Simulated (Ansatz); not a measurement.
Geometry relaxation, with input and output: Ti10O13 (part 1 of 2)

- system: Ti10O13 (C2/m, 23 atoms in the cell)
- method: DFT r2SCAN, scalar-relativistic, plane waves, PAW, no spin polarisation (Ansatz 0.2.0)

The structure derives from a Materials Project entry. It belongs to a series of runs on one base structure; here: the database's cell, atoms relaxed.

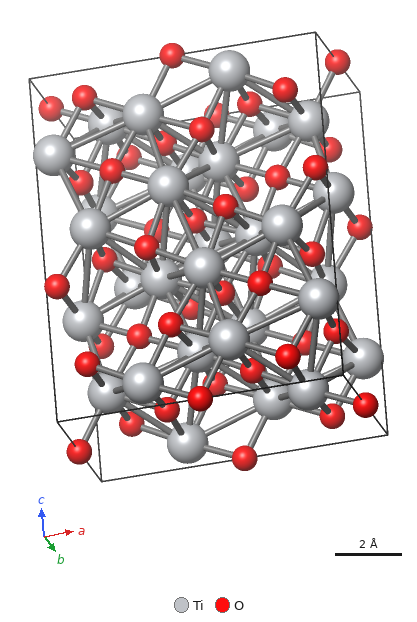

**Figure 1.** The structure as given in the input (ball-and-stick view of the cell 2 times as large as that of the calculation, set on its symmetry axes, seen at an oblique angle). An atom can appear more than once, as a periodic image.

Key numbers

```json
{"quantity": "outcome", "value": "converged"}
{"quantity": "space group (tolerance 0.01 Å)", "value": "C2/m (12)"}
{"quantity": "electrons treated", "value": "198"}
{"quantity": "free energy", "value": "−32470.5772 eV"}
{"quantity": "Fermi energy", "value": "15.011 eV"}
{"quantity": "gap on the k-point mesh", "value": "none (metallic)"}
{"quantity": "pressure", "value": "−1.37 GPa"}
{"quantity": "final volume", "value": "230.58 Å³"}
{"quantity": "largest force (length of the vector) at the end", "value": "0.006 eV/Å"}
{"quantity": "final cell", "value": "a = 5.076 Å, b = 5.076 Å, c = 12.073 Å, α = 93.94°, β = 93.94°, γ = 48.01°"}
{"quantity": "hardware", "value": "4 threads of Intel Xeon (Sapphire Rapids), 192 GiB of memory available, shared host"}
{"quantity": "wall time", "value": "5.2 min (CPU time 21 min)"}
{"quantity": "peak memory", "value": "3.7 GiB"}
```

Remarks

The program warns: the SCF threshold is looser than advised for the printed stress.

The input
```yaml
crystal:
  lattice:
    - [4.6370694143, -2.065152224, 0.0]
    - [4.6370694143, 2.065152224, 0.0]
    - [-0.9070849615, 0.0, 12.0390396882]
  atoms:
    - { symbol: Ti, position: [0.16912994, 0.16912994, 0.54000158] }
    - { symbol: Ti, position: [0.44946838, 0.44946838, 0.62584308] }
    - { symbol: Ti, position: [0.55053162, 0.55053162, 0.37415692] }
    - { symbol: Ti, position: [0.83087006, 0.83087006, 0.45999842] }
    - { symbol: Ti, position: [0.6165793, 0.6165793, 0.15593452] }
    - { symbol: Ti, position: [0.93678535, 0.93678535, 0.23142936] }
    - { symbol: Ti, position: [0.6926896, 0.6926896, 0.92896372] }
    - { symbol: Ti, position: [0.3073104, 0.3073104, 0.07103628] }
    - { symbol: Ti, position: [0.06321465, 0.06321465, 0.76857064] }
    - { symbol: Ti, position: [0.3834207, 0.3834207, 0.84406548] }
    - { symbol: O, position: [0.96239626, 0.96239626, 0.61038784] }
    - { symbol: O, position: [0.26070877, 0.26070877, 0.69619522] }
    - { symbol: O, position: [0.64156787, 0.64156787, 0.54044198] }
    - { symbol: O, position: [0.03760374, 0.03760374, 0.38961216] }
    - { symbol: O, position: [0.35843213, 0.35843213, 0.45955802] }
    - { symbol: O, position: [0.73929123, 0.73929123, 0.30380478] }
    - { symbol: O, position: [0.1205679, 0.1205679, 0.15179576] }
    - { symbol: O, position: [0.4191484, 0.4191484, 0.22645406] }
    - { symbol: O, position: [0.1857402, 0.1857402, 0.92012213] }
    - { symbol: O, position: [0.5, 0.5, 0.0] }
    - { symbol: O, position: [0.8142598, 0.8142598, 0.07987787] }
    - { symbol: O, position: [0.5808516, 0.5808516, 0.77354594] }
    - { symbol: O, position: [0.8794321, 0.8794321, 0.84820424] }
basis:
  ecutwfc: 500
kpoints:
  mp_grid: { grid: [10, 10, 4] }
hamiltonian:
  xc: r2scan
scf:
  occupations: { method: gaussian, width: 0.1 }
output:
  forces: true
  stress: true
  eigenvalues: true
relax:
  adjacent_minimum: "off"
  f_tol: 0.01
  max_steps: 40
```

Launched with:
```bash
ansatz run input.yaml --threads 4 --pin off --max-ram 10240MiB --backend cpu --events-out ev --progress --plain --runs-dir out
```

Log
```
Warning: output.stress: scf.convergence.dr2_threshold = 1e-7 eV (the SCF's general default) is looser than the 2.3e-9 eV advised for a printed stress (1e-10 eV for each atom of the cell: 23). What an SCF threshold leaves in a stress goes as its square root, and in the free energy as the threshold itself, and one threshold admits the most on a small cell: of the crystals measured, under no hybrid functional and no lock of the moments, on runs that ended without the residual-converged pass, on stresses that held no estimate of that error, the worst erred by over 100 MPa in a component at 1e-7 eV an atom and by under 5 at 1e-10. Every solve of this run answers to scf.convergence.dr2_threshold, and the tensor of one is reported: a single SCF on the reported geometry and on this run's grids (its basis.xc_grid and basis.ecutrho_ratio typed), with scf.convergence.dr2_threshold at 2.3e-9 eV or tighter, prints it and tightens no other solve. Else set scf.convergence.dr2_threshold to 2.3e-9 eV or tighter. The threshold is an SCF's pass mark: one that does not reach it within its budget of iterations ends unconverged, or closes short of it on a stop that the run arms, and scf.convergence.dr2_threshold's page says what that costs each kind of run
Engine: ansatz 0.2.0, x86_64-unknown-linux-gnu
Pseudopotentials: kind: paw
Pseudopotential: Ti, paw, valence charge 12, recommended cutoff 500 eV (meta_gga), Ti.paw.azcp
Pseudopotential: O, paw, valence charge 6, recommended cutoff 500 eV (meta_gga), O.paw.azcp
Functional definition: r2SCAN
  parameter k0 = 0.174
  parameter k1 = 0.065
  parameter a1 = 4.9479
  exchange = r2scan_x(k0 = k0, k1 = k1, a1 = a1)
  correlation = r2scan_c
Crystal: 23 atoms, lattice volume = 230.578 Å³
Basis set: ecut = 500 eV, 5895 PW (Γ), exchange–correlation on 160×160×360 points (64 copies of the dense FFT grid, shifted against one another)
Bands: 122, of which v1, the nominal top of the filled ones, is band 99 counted from 1 (98 counted from 0)
Symmetry: 4 space group operations
Space group: C2/m (ITA 12), of the structure as read, at distance tolerance 6.1e-5 Å
k-points: 117 of 400
Non-local potential: Ti, projectors of the file, l = 0: 3, l = 1: 2, l = 2: 3, l = 3: 1
Non-local potential: O, projectors of the file, l = 0: 2, l = 1: 2, l = 2: 1
PAW form: soft (Blöchl's): semilocal exchange-correlation on the pseudo side does not see the compensation charge
PAW frozen core: Ti, regenerated for the run's functional (the file was generated under x = pbe(κ = 0.804, μ = 0.2195149727645171), c = pbe(β = 0.06672455060314922))
PAW frozen core: O, regenerated for the run's functional (the file was generated under x = pbe(κ = 0.804, μ = 0.2195149727645171), c = pbe(β = 0.06672455060314922))
PAW one-centre angular grid: Ti, 590 points (default); XC on 160 Gauss nodes
PAW one-centre angular grid: O, 302 points (default); XC on 160 Gauss nodes
Initial density: superposition of atomic densities (neutral atoms: chi_scale 0, normalization atom), corrected by the library's trained network
Initial wavefunctions: pseudopotential atomic-orbital guess
Functional: x = r2scan, c = r2scan; τ floored in thin density (d = 2e-4 eV/Å³)
SCF iter   1: F=—  HF=-32469.809133 eV  |F-HF|=—  |Δ(HF+E_count)|=         —  Δρ=2.21e-2  dr2=1.18e0  dr2_τ=1.25e0  ethr=1.77e-3  ⟨swp⟩=4.1  Hψ=53526  notcnv=0
preconditioner: auto → LDOS  [metal: Δε(μ)=0.005 eV  Ē_g=11.066 eV  σ=0.100 eV  W_gap=0.03  n_scr=72 (ndim 8)  ℏωp=26.6 eV  f_vac=0.026  D(μ)=7.03/eV (n_scr^D=50)  β→1.0]
SCF iter   2: F=—  HF=-32470.732234 eV  |F-HF|=—  |Δ(HF+E_count)|=   9.23e-1  Δρ=1.93e-2  dr2=8.12e-1  dr2_τ=1.13e-1  ethr=5.94e-4  ⟨swp⟩=3.0  Hψ=30184  notcnv=0  defer=1552
SCF iter   3: F=—  HF=-32470.585603 eV  |F-HF|=—  |Δ(HF+E_count)|=   1.47e-1  Δρ=5.35e-3  dr2=6.46e-2  dr2_τ=6.44e-3  ethr=4.10e-4  ⟨swp⟩=2.4  Hψ=19885  notcnv=0  defer=1552
SCF iter   4: F=—  HF=-32470.574491 eV  |F-HF|=—  |Δ(HF+E_count)|=   1.11e-2  Δρ=1.71e-3  dr2=6.22e-3  dr2_τ=9.79e-4  ethr=3.26e-5  ⟨swp⟩=2.1  Hψ=22489  notcnv=0  defer=1501
SCF iter   5: F=—  HF=-32470.573625 eV  |F-HF|=—  |Δ(HF+E_count)|=   8.67e-4  Δρ=3.62e-4  dr2=2.21e-4  dr2_τ=6.38e-5  ethr=3.14e-6  ⟨swp⟩=2.0  Hψ=18750  notcnv=0  defer=1501
SCF iter   6: F=—  HF=-32470.573631 eV  |F-HF|=—  |Δ(HF+E_count)|=   6.63e-6  Δρ=1.21e-4  dr2=2.68e-5  dr2_τ=1.81e-6  ethr=1.11e-7  ⟨swp⟩=2.0  Hψ=18859  notcnv=0  defer=1501
SCF iter   7: F=-32470.573650 eV  HF=-32470.573649 eV  |F-HF|=9.36e-7  |Δ(HF+E_count)|=   1.74e-5  Δρ=3.30e-5  dr2=1.96e-6  dr2_τ=2.41e-7  ethr=1.26e-9  ⟨swp⟩=11.9  Hψ=73158  notcnv=0
SCF 1 converged in 7 iterations: F = -32470.573650 eV  dr2 = 1.96e-6
  greatest PAW one-centre occupation: 1.003 electrons in one spin orbital (limit 2), on the Ti atom at site 2 (counted from 0), in its partial waves of l = 1
relax step   1: F+E_penalty+E_count = -32470.57364958 eV  Δ(F+E_penalty+E_count) = +0.000e0 eV  max|allowed force component| = 9.039e-2 eV/Å  Δτ_max = 0.0000 Å  (7 SCF iters, dr2 threshold 2.50e-6 eV, accepted)
Initial density: handed on by an earlier stage of this run
Initial wavefunctions: those handed on with the density
iter 1 solved again at ethr=9.96e-7 eV; its pass at ethr=3.10e-3 eV (dr2=1.97e-3 eV) is discarded
SCF iter   1: F=—  HF=-32470.574970 eV  |F-HF|=—  |Δ(HF+E_count)|=         —  Δρ=6.66e-4  dr2=1.93e-3  dr2_τ=7.44e-3  ethr=9.96e-7  ⟨swp⟩=1.9  Hψ=36141  notcnv=0
preconditioner: auto → LDOS  [metal: Δε(μ)=0.006 eV  Ē_g=10.703 eV  σ=0.100 eV  W_gap=0.04  n_scr=72 (ndim 8)  ℏωp=26.6 eV  f_vac=0.026  D(μ)=7.59/eV (n_scr^D=52)  β→1.0]
SCF iter   2: F=—  HF=-32470.576034 eV  |F-HF|=—  |Δ(HF+E_count)|=   1.06e-3  Δρ=4.22e-4  dr2=8.47e-4  dr2_τ=5.36e-5  ethr=9.76e-7  ⟨swp⟩=2.0  Hψ=23249  notcnv=0
SCF iter   3: F=—  HF=-32470.575909 eV  |F-HF|=—  |Δ(HF+E_count)|=   1.26e-4  Δρ=8.08e-5  dr2=2.13e-5  dr2_τ=1.47e-6  ethr=4.28e-7  ⟨swp⟩=2.0  Hψ=22691  notcnv=0
SCF iter   4: F=—  HF=-32470.575905 eV  |F-HF|=—  |Δ(HF+E_count)|=   3.47e-6  Δρ=1.78e-5  dr2=7.41e-7  dr2_τ=8.10e-8  ethr=1.07e-8  ⟨swp⟩=2.0  Hψ=20982  notcnv=0
SCF iter   5: F=-32470.575905 eV  HF=-32470.575905 eV  |F-HF|=1.38e-7  |Δ(HF+E_count)|=   2.43e-7  Δρ=9.82e-6  dr2=2.11e-7  dr2_τ=2.60e-8  ethr=2.58e-10  ⟨swp⟩=10.0  Hψ=57692  notcnv=0
SCF 2 converged in 5 iterations: F = -32470.575905 eV  dr2 = 2.11e-7
relax step   2: F+E_penalty+E_count = -32470.57590535 eV  Δ(F+E_penalty+E_count) = -2.256e-3 eV  max|allowed force component| = 5.176e-2 eV/Å  Δτ_max = 0.0042 Å  (5 SCF iters, dr2 threshold 5.11e-7 eV, accepted)
SCF iter   1: F=—  HF=-32470.574441 eV  |F-HF|=—  |Δ(HF+E_count)|=         —  Δρ=1.03e-3  dr2=3.58e-3  dr2_τ=1.38e-2  ethr=1.63e-5  ⟨swp⟩=2.0  Hψ=22842  notcnv=0  defer=2
preconditioner: auto → LDOS  [metal: Δε(μ)=0.003 eV  Ē_g=10.706 eV  σ=0.100 eV  W_gap=0.02  n_scr=72 (ndim 8)  ℏωp=26.6 eV  f_vac=0.026  D(μ)=7.55/eV (n_scr^D=52)  β→1.0]
SCF iter   2: F=—  HF=-32470.577527 eV  |F-HF|=—  |Δ(HF+E_count)|=   3.09e-3  Δρ=6.33e-4  dr2=1.83e-3  dr2_τ=1.14e-4  ethr=1.81e-6  ⟨swp⟩=2.0  Hψ=26026  notcnv=0  defer=4
SCF iter   3: F=—  HF=-32470.577159 eV  |F-HF|=—  |Δ(HF+E_count)|=   3.68e-4  Δρ=1.29e-4  dr2=3.89e-5  dr2_τ=3.76e-6  ethr=9.22e-7  ⟨swp⟩=2.0  Hψ=23162  notcnv=0  defer=4
SCF iter   4: F=—  HF=-32470.577151 eV  |F-HF|=—  |Δ(HF+E_count)|=   7.54e-6  Δρ=3.87e-5  dr2=4.15e-6  dr2_τ=3.40e-7  ethr=1.97e-8  ⟨swp⟩=2.0  Hψ=22705  notcnv=0  defer=4
SCF iter   5: F=—  HF=-32470.577152 eV  |F-HF|=—  |Δ(HF+E_count)|=   5.02e-7  Δρ=2.40e-5  dr2=1.72e-6  dr2_τ=1.55e-7  ethr=2.10e-9  ⟨swp⟩=2.7  Hψ=18888  notcnv=0  defer=4
SCF iter   6: F=-32470.577151 eV  HF=-32470.577151 eV  |F-HF|=8.79e-8  |Δ(HF+E_count)|=   1.78e-7  Δρ=5.46e-6  dr2=1.32e-7  dr2_τ=5.13e-9  ethr=8.46e-11  ⟨swp⟩=9.3  Hψ=64765  notcnv=0
SCF 3 converged in 6 iterations: F = -32470.577151 eV  dr2 = 1.32e-7
relax step   3: F+E_penalty+E_count = -32470.57715126 eV  Δ(F+E_penalty+E_count) = -1.246e-3 eV  max|allowed force component| = 1.250e-2 eV/Å  Δτ_max = 0.0057 Å  (6 SCF iters, dr2 threshold 1.67e-7 eV, accepted)
SCF iter   1: F=—  HF=-32470.576966 eV  |F-HF|=—  |Δ(HF+E_count)|=         —  Δρ=3.41e-4  dr2=6.39e-4  dr2_τ=1.28e-3  ethr=1.62e-6  ⟨swp⟩=2.0  Hψ=22870  notcnv=0
preconditioner: auto → LDOS  [metal: Δε(μ)=0.001 eV  Ē_g=10.706 eV  σ=0.100 eV  W_gap=0.01  n_scr=72 (ndim 8)  ℏωp=26.6 eV  f_vac=0.026  D(μ)=7.57/eV (n_scr^D=52)  β→1.0]
SCF iter   2: F=—  HF=-32470.577276 eV  |F-HF|=—  |Δ(HF+E_count)|=   3.10e-4  Δρ=1.62e-4  dr2=1.06e-4  dr2_τ=8.90e-6  ethr=3.23e-7  ⟨swp⟩=2.0  Hψ=23058  notcnv=0
SCF iter   3: F=—  HF=-32470.577250 eV  |F-HF|=—  |Δ(HF+E_count)|=   2.61e-5  Δρ=5.53e-5  dr2=8.83e-6  dr2_τ=7.18e-7  ethr=5.36e-8  ⟨swp⟩=2.0  Hψ=23263  notcnv=0
SCF iter   4: F=—  HF=-32470.577242 eV  |F-HF|=—  |Δ(HF+E_count)|=   7.64e-6  Δρ=1.64e-5  dr2=1.03e-6  dr2_τ=6.93e-8  ethr=4.46e-9  ⟨swp⟩=2.0  Hψ=23034  notcnv=0
SCF iter   5: F=—  HF=-32470.577242 eV  |F-HF|=—  |Δ(HF+E_count)|=   1.16e-8  Δρ=7.70e-6  dr2=1.73e-7  dr2_τ=1.70e-8  ethr=5.20e-10  ⟨swp⟩=2.0  Hψ=18710  notcnv=0
SCF iter   6: F=-32470.577242 eV  HF=-32470.577242 eV  |F-HF|=5.18e-9  |Δ(HF+E_count)|=   5.60e-9  Δρ=1.81e-6  dr2=1.03e-8  dr2_τ=4.96e-10  ethr=5.05e-11  ⟨swp⟩=8.7  Hψ=52402  notcnv=0
SCF 4 converged in 6 iterations: F = -32470.577242 eV  dr2 = 1.03e-8
relax step   4: F+E_penalty+E_count = -32470.57724196 eV  Δ(F+E_penalty+E_count) = -9.071e-5 eV  max|allowed force component| = 5.937e-3 eV/Å  Δτ_max = 0.0019 Å  (6 SCF iters, accepted)
iter 1 solved again at ethr=5.19e-12 eV; its pass at ethr=3.10e-3 eV (dr2=1.03e-8 eV) is discarded
SCF iter   1: F=—  HF=-32470.577242 eV  |F-HF|=—  |Δ(HF+E_count)|=         —  Δρ=1.81e-6  dr2=1.03e-8  dr2_τ=4.96e-10  ethr=5.19e-12  ⟨swp⟩=1.3  Hψ=40053  notcnv=0
SCF iter   2: F=-32470.577242 eV  HF=-32470.577242 eV  |F-HF|=1.74e-9  |Δ(HF+E_count)|=   3.29e-9  Δρ=1.03e-6  dr2=2.34e-9  dr2_τ=2.16e-10  ethr=5.19e-12  ⟨swp⟩=4.1  Hψ=33748  notcnv=0
SCF 5 converged in 2 iterations: F = -32470.577242 eV  dr2 = 2.34e-9
```

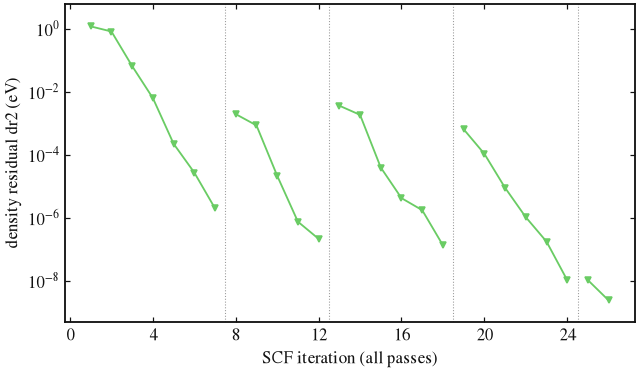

**Figure 2.** Convergence of the self-consistent field: density residual dr2 against the SCF iteration. Dotted lines part the SCF passes that the log prints in full.

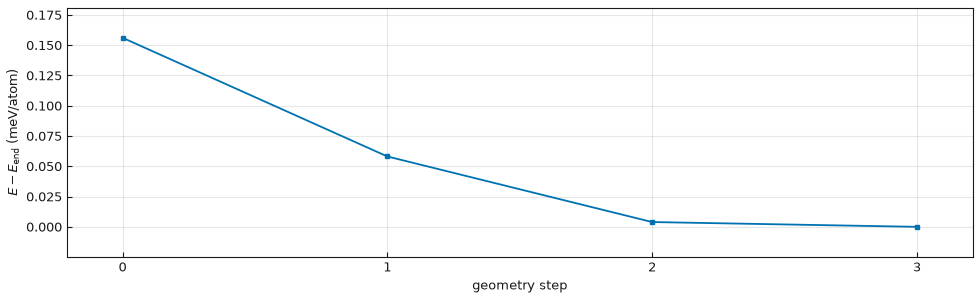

**Figure 3.** Progress of the relaxation, step by step (the first geometry is step 0 here and step 1 in the log). The largest moves, 0.011 Å, are those of Ti6 and Ti9. By element the largest moves are Ti 0.011 Å, O 0.009 Å. The lattice vectors keep their values. Among the contacts that change: Ti1–Ti2 2.726 → 2.715 Å, Ti1–O14 2.110 → 2.120 Å, Ti6–Ti8 3.018 → 3.007 Å, Ti1–Ti9 2.998 → 3.008 Å. The space group stays C2/m (No. 12). The energy falls by 0.2 meV per atom in 3 geometry steps. The largest force component goes from 0.09 to 0.0059 eV/Å. (Atoms are counted from 1 in the order of the input.)

```
SCF converged after 2 iterations
Free energy (F): -32470.577242 eV
Harris-Foulkes:  -32470.577242 eV  (|F-HF|=1.74e-9)
Internal energy: -32470.539402 eV  (E = F + TS)
E sigma→0 (E₀):  -32470.558322 eV
Entropy (-TS):   -0.037840 eV (-1.645 meV/atom)
Fermi energy:    15.010933 eV
--- Per-component energies (eV) ---
  E_band       = -1517.853009
  E_kinetic    = 5057.255621
  E_local      = -11666.525622  (includes V_loc(G=0)·N_el)
  E_nonlocal   = 685.883130
  E_hartree    = 4616.846736
  E_xc         = -1901.460757
  E_vxc        = -2724.721372  (∫ρ·V_xc dr)
  E_paw        = -12648.949324  (= ΣΔE_a)
  E_vpaw       = -2281.951778  (= ΣTr[D̂ρ^β])
  E_aug_tail   = 0.013825  (compensation charges beyond the density's cutoff)
  E_vtau       = 178.499607  (kinetic-family band-sum trace: ∫τ·v_τ [+ j·A + Jᵃ·Aᵃ] dr)
  E_ewald      = -16610.653207
  E_core_change = -2.949803  (= ΣΔE_core)
  E_smearing   = -0.037840  (= −TS)
  E_closure    = 0.000000  (closes the sum)
  Σ components = -32470.577242   (vs F -32470.577242, Δ=0.00e0)
--- Forces (eV/Å), atoms counted from 1 ---
  atom   1  Ti     0.00198357     0.00000000     0.00383716
  atom   2  Ti     0.00231000     0.00000000    -0.00496550
  atom   3  Ti    -0.00231000    -0.00000000     0.00496550
  atom   4  Ti    -0.00198357    -0.00000000    -0.00383716
  atom   5  Ti     0.00046446     0.00000000     0.00268016
  atom   6  Ti     0.00456996    -0.00000000    -0.00152452
  atom   7  Ti    -0.00590680    -0.00000000    -0.00145441
  atom   8  Ti     0.00590680     0.00000000     0.00145441
  atom   9  Ti    -0.00456996     0.00000000     0.00152452
  atom  10  Ti    -0.00046446    -0.00000000    -0.00268016
  atom  11  O      0.00026324    -0.00000000    -0.00007485
  atom  12  O      0.00058811     0.00000000     0.00126565
  atom  13  O     -0.00193313     0.00000000     0.00356309
  atom  14  O     -0.00026324     0.00000000     0.00007485
  atom  15  O      0.00193313    -0.00000000    -0.00356309
  atom  16  O     -0.00058811    -0.00000000    -0.00126565
  atom  17  O     -0.00377699    -0.00000000     0.00010617
  atom  18  O     -0.00261811     0.00000000    -0.00008002
  atom  19  O     -0.00250924     0.00000000    -0.00140428
  atom  20  O      0.00000000     0.00000000     0.00000000
  atom  21  O      0.00250924    -0.00000000     0.00140428
  atom  22  O      0.00261811    -0.00000000     0.00008002
  atom  23  O      0.00377699     0.00000000    -0.00010617
  max |Σ_I F_I| component: 1.73e-18 eV/Å
--- Stress (GPa, compression-positive) ---
       -1.266482       0.000000      -0.228992
        0.000000      -1.642652      -0.000000
       -0.228992      -0.000000      -1.215228
  P = ⅓ Tr σ = -1.3748 GPa (-13.748 kbar)
--- Band table (eV; the first three rows and the last of 117) ---
```
